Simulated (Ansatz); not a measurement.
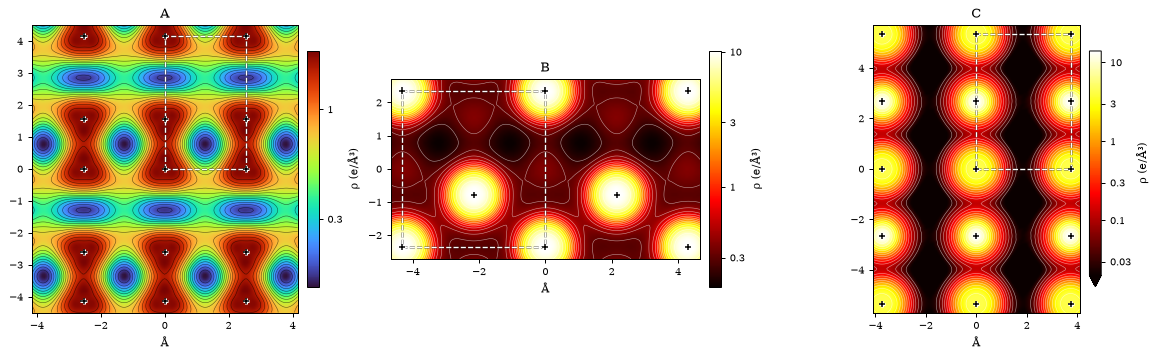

The valence electron density of 3 systems, each on a plane through atoms (crosses mark nuclei in the plane).

Computed with DFT, PBEsol, PAW with Ansatz's default frozen-core files, scalar-relativistic (Ansatz).

System 1: Ru, the (110) plane of the conventional cell. Space group P6₃/mmc; computed pressure about −12 GPa in this cell; computed without spin polarisation.

```
Ru
1.0
     2.72372    0.00000    0.00000
    -1.36186    2.35881    0.00000
     0.00000    0.00000    4.31026
Ru
2
Direct
  0.33333 0.66667 0.25000
  0.66667 0.33333 0.75000
```

System 2: C, the (100) plane of the conventional cell. Space group P6₃/mmc; computed pressure about −12 GPa in this cell.

System 3: KF, the (100) plane of the conventional cell. Space group I4/mmm; changed on purpose from its base cell (equal xx and yy strain of -1 %, PAW files).

```
K F
1.0
     2.64676   -2.64676    0.00000
     2.64676    2.64676    0.00000
     0.00000    0.00000    5.34700
K F
2 2
Cartesian
  0.0000 0.0000 0.0000
  2.6468 0.0000 2.6735
  2.6468 0.0000 0.0000
  0.0000 0.0000 2.6735
```

Q: Which map belongs to which system?

A: Panel A is system 2, C: the plane holds C. C–C (1.55 Å): ρ at the midpoint is about 1.6 e/Å³. Panel B is system 1, Ru: the plane holds Ru. Ru–Ru (2.67 Å): ρ is about 0.42 e/Å³ halfway. Panel C is system 3, KF: the plane holds K and F. K–F (2.67 Å): ρ is about 0.12 e/Å³ halfway.
